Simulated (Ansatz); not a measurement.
Ga$_{16}$N$_{15}$ (cell charge +2, with a compensating background) (cell with a defect)

```
CELL_PARAMETERS angstrom
-4.54848 -4.54848 4.54848
4.54848 4.54848 4.54848
-4.54848 4.54848 -4.54848
ATOMIC_POSITIONS crystal
Ga 0.72594 0.47671 0.72547
Ga 0.00075 0.49983 0.50204
Ga 0.74906 0.75153 0.50204
Ga 0.25246 0.50500 0.25199
Ga 0.00075 0.75152 0.27510
Ga 0.75421 0.00322 0.25198
Ga 0.50251 0.49983 0.00028
Ga 0.27560 0.75153 0.00028
Ga 0.00075 0.02643 0.00028
Ga 0.74905 0.25329 0.00028
Ga 0.50251 0.75153 0.74858
Ga 0.25245 0.00322 0.75373
Ga 0.00075 0.25329 0.74858
Ga 0.49900 0.99808 0.49852
Ga 0.24730 0.24977 0.49852
Ga 0.49899 0.24977 0.24683
N 0.25008 0.75153 0.74926
N 0.00075 0.00086 0.74925
N 0.50076 0.75153 0.50028
N 0.25177 0.00254 0.50062
N 0.00075 0.25153 0.50028
N 0.74973 0.75153 0.24961
N 0.50110 0.00255 0.25130
N 0.25177 0.25188 0.25130
N 0.00075 0.50050 0.24961
N 0.74973 0.00086 0.00028
N 0.50075 0.25153 0.00028
N 0.25008 0.50050 0.00028
N 0.75142 0.25118 0.75095
N 0.50040 0.50220 0.75095
N 0.75142 0.50220 0.49994
```

Spin-polarised.

Level of theory: DFT PBE, scalar-relativistic, plane waves, PAW (Ansatz).

What can the converged valence pseudo-density and electron localisation function tell about the bonding?

Answer. Ga–N (1.97 Å): ρ at the midpoint is about 0.73 e/Å³; the ELF peaks at about 0.85 in the valence shell of N, 0.7 Å from its nucleus, and is about 0.50 at the midpoint.

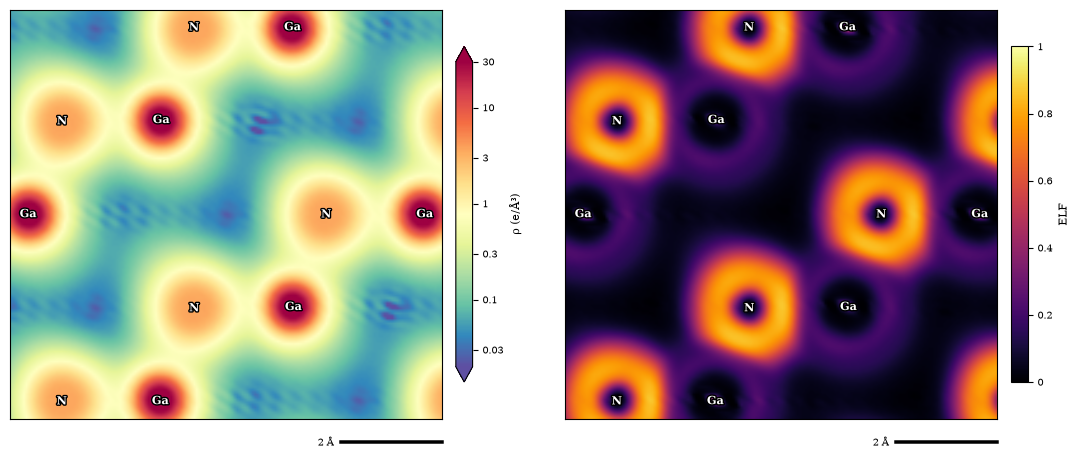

Computed valence pseudo-density and electron localisation function on the (101̄) plane of the calculation cell, in this order. 

In a PAW calculation such maps are meaningful between the atoms, not at the nuclei.
